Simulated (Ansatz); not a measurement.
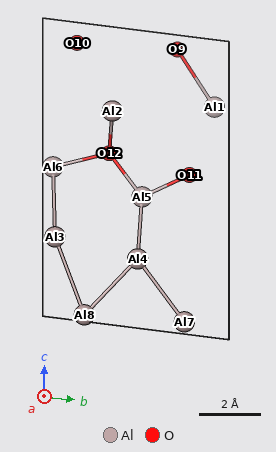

This is the input geometry for a relaxation of crystalline Al₂O (a generated structure, set up in P1) (coarse preliminary run). The picture is a ball-and-stick view of the cell of the calculation, seen along the a axis.

Computed with DFT PBE, scalar-relativistic, plane waves, PAW in Ansatz 0.2.0.

Input file:
```yaml
crystal:
  lattice:
    - [3.1087998763, 0.0, 0.0]
    - [-0.1869644418, 6.2330122503, 0.0]
    - [-0.6211848125, -1.2367865145, 9.810971593]
  atoms:
    - { symbol: Al, position: [0.2031887701, 0.9220110165, 0.7739105627] }
    - { symbol: Al, position: [0.9929570142, 0.374341055, 0.7178813648] }
    - { symbol: Al, position: [0.9852136319, 0.0668529922, 0.2713996548] }
    - { symbol: Al, position: [0.9785166061, 0.5100601042, 0.232307501] }
    - { symbol: Al, position: [0.51881851, 0.5333010913, 0.44227511] }
    - { symbol: Al, position: [0.509845411, 0.0562411115, 0.5054092036] }
    - { symbol: Al, position: [0.9470369779, 0.7602945055, 0.0410607342] }
    - { symbol: Al, position: [0.9467749206, 0.224108357, 0.0221778707] }
    - { symbol: O, position: [0.4256815405, 0.7227903677, 0.9515620237] }
    - { symbol: O, position: [0.4276950973, 0.185180015, 0.9313632441] }
    - { symbol: O, position: [0.5147872888, 0.7874311236, 0.5357940296] }
    - { symbol: O, position: [0.5494842317, 0.3573882606, 0.5748587007] }
basis:
  ecutwfc: 420
kpoints:
  mp_grid: { grid: [6, 4, 2] }
hamiltonian:
  xc: pbe
scf:
  occupations: { method: gaussian, width: 0.1 }
  lower_state_search: "off"
output:
  forces: true
  stress: true
  eigenvalues: true
relax:
  adjacent_minimum: "off"
  f_tol: 0.04
  max_steps: 70
  cell: { stress_tol: 0.4 }
```

Run as
```bash
ansatz run input.yaml --threads 1 --pin off --max-ram 2560MiB --backend cpu --events-out ev --progress --plain --runs-dir out
```

### Predict the outcome.

Al7 moves most relative to the cell: 1.28 Å along [0 −3 −2]. By element the largest moves are Al 1.28 Å, O 0.62 Å. Cell: a 3.109 → 3.043 Å (−2.1 %), b 6.236 → 6.608 Å (+6.0 %), c 9.908 → 9.164 Å (−7.5 %), α 97.1° → 98.0°, β 93.6° → 90.0°, γ 91.7° → 90.2°. Volume −4.0 %. Among the contacts that change: Al3–Al7 2.785 → 3.716 Å, Al1–O11 2.657 → 1.883 Å, Al1–O9 2.357 → 1.852 Å, Al2–O12 2.301 → 1.963 Å. New bonds form: Al1–O11 (2.66 → 1.88 Å). Bonds break: Al3–Al7 (2.79 → 3.72 Å). Bond angles that change, for instance: Al3–Al8–Al4 64.2° → 98.0°, Al1–O9–Al7 95.3° → 122.5°, Al5–O11–Al6 138.1° → 113.4°. The space group stays P1 (No. 1). The energy falls by 2.353 eV per cell of the calculation in 16 accepted moves (22 points after the start). Largest force component: 0.91 eV/Å at the start, 0.026 eV/Å at the end. The pressure goes from −0.99 to −0.04 GPa. The line search rejected the trial steps at points 12, 15, 17, 20 of the run. The SCF was repeated twice at an unchanged geometry on a basis and grid sized afresh for the cell, which shifted the energy by 9.0 meV per cell of the calculation at most. Cost: 7.7 min on 1 thread of Arm Neoverse V1 (shared host), peak memory 0.45 GiB.

The structure at the end:

```
Al O
1.0
     3.04092    0.03830    0.10480
    -0.10610    6.60698    0.01131
    -0.29211   -1.29138    9.06743
Al O
8 4
Direct
  0.45953 0.97509 0.78464
  0.95871 0.31861 0.70990
  0.95450 0.00311 0.26758
  0.96024 0.59418 0.23644
  0.45936 0.58396 0.47073
  0.45541 0.05246 0.50074
  0.96050 0.61924 0.93031
  0.95772 0.23751 0.06352
  0.46180 0.76022 0.89472
  0.45711 0.16379 0.96036
  0.45632 0.82011 0.59599
  0.45882 0.37171 0.58509
```

The end point in the same view:

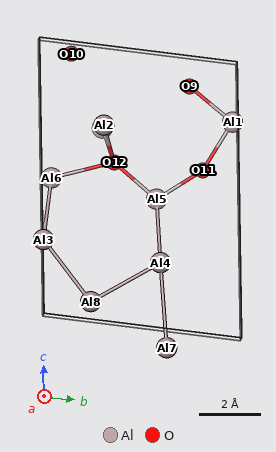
